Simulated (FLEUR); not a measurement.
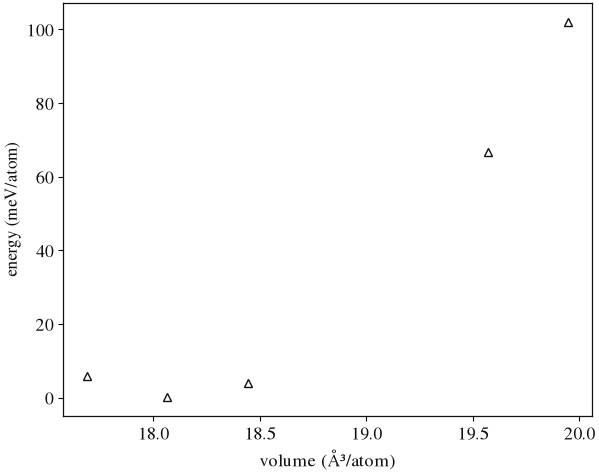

The picture above shows the energy against volume for Ta, space group P6_3/mmc (No. 194).

Starting cell:
```cif
data_structure
_symmetry_space_group_name_H-M 'P 1'
_symmetry_Int_Tables_number 1
_cell_length_a 2.9004
_cell_length_b 2.9004
_cell_length_c 5.1663
_cell_angle_alpha 90.000
_cell_angle_beta 90.000
_cell_angle_gamma 120.000
_cell_volume 37.64
loop_
_atom_site_label
_atom_site_type_symbol
_atom_site_fract_x
_atom_site_fract_y
_atom_site_fract_z
_atom_site_occupancy
Ta1 Ta 0.33333 0.66667 0.25000 1
Ta2 Ta 0.66667 0.33333 0.75000 1
```

Calculation (FLEUR MaX-R8.1 (later development tree)): all-electron LAPW DFT, no spin polarisation; energies at scaled volumes of the given cell, shape and fractions fixed, counted from the fit's minimum, third-order Birch-Murnaghan fit. Level: PBEsol.

| setting | value |
| --- | --- |
| k mesh | 11×11×5 |
| occupations | Fermi–Dirac |
| smearing width | 0.05 eV |
| potentials | all electron |
| program settings | basis FLAPW, kmax 4.1 1/bohr |

The points at volume 18.82 Å³/atom and 19.19 Å³/atom are left out of the plot. What values does the calculation give there?

```csv
volume (Å³/atom),energy (meV/atom)
18.82,17
19.19,38
```

Keep in mind: shape and atomic fractions are frozen while scaling, which makes layered, chain and framework solids too stiff.
